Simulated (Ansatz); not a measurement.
Given this structure:

```cif
data_structure
_symmetry_space_group_name_H-M 'P 1'
_symmetry_Int_Tables_number 1
_cell_length_a 7.1914
_cell_length_b 7.1914
_cell_length_c 7.3295
_cell_angle_alpha 119.178
_cell_angle_beta 119.178
_cell_angle_gamma 90.358
_cell_volume 273.77
loop_
_atom_site_label
_atom_site_type_symbol
_atom_site_fract_x
_atom_site_fract_y
_atom_site_fract_z
_atom_site_occupancy
Hf1 Hf 0.00000 0.00000 0.00000 1
Hf2 Hf 0.50332 0.49689 0.00294 1
Hf3 Hf 0.47109 0.96568 0.43748 1
Hf4 Hf 0.97366 0.46308 0.43696 1
Hf5 Hf 0.02015 0.01599 0.50195 1
Hf6 Hf 0.51730 0.51107 0.49949 1
Hf7 Hf 0.48494 0.98272 0.94184 1
Hf8 Hf 0.98663 0.48333 0.93604 1
O1 O 0.84443 0.69108 0.33139 1
O2 O 0.47487 0.82406 0.10563 1
O3 O 0.97279 0.32581 0.10166 1
O4 O 0.37711 0.12226 0.69856 1
O5 O 0.87548 0.61986 0.69480 1
O6 O 0.64724 0.89218 0.74281 1
O7 O 0.14910 0.39385 0.74186 1
O8 O 0.35864 0.60526 0.23970 1
O9 O 0.85757 0.10531 0.24010 1
O10 O 0.09559 0.84217 0.19662 1
O11 O 0.58884 0.33738 0.20087 1
O12 O 0.15855 0.01216 0.83974 1
O13 O 0.65184 0.50077 0.82528 1
O14 O 0.29372 0.64355 0.60616 1
O15 O 0.79332 0.14321 0.60415 1
```

Give a crystallographic description of this input.

The structure is one of Hf$_{8}$O$_{15}$. The space group is P1: only translations remain. It has 23 atoms to the cell (8 Hf, 15 O). The bonds build a three-dimensional framework.

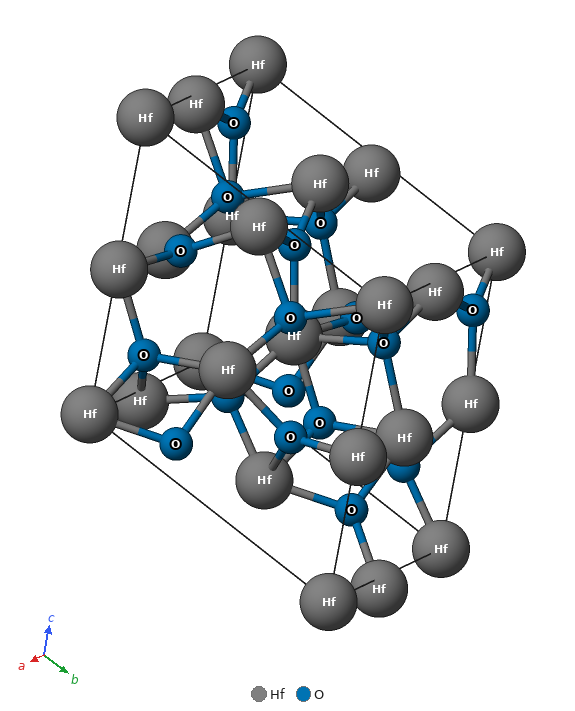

The crystal in a ball-and-stick representation, seen slightly off an axis. The box is the simulation cell; atoms on or close to its faces, edges and corners are drawn wherever they repeat. Colours: hafnium grey, oxygen blue.

Source of the structure: a structure listed in the Materials Project, repeated into a supercell with a point defect put in. The atoms were relaxed in a fixed cell with DFT PBE, scalar-relativistic, plane waves, PAW in Ansatz 0.2.0.
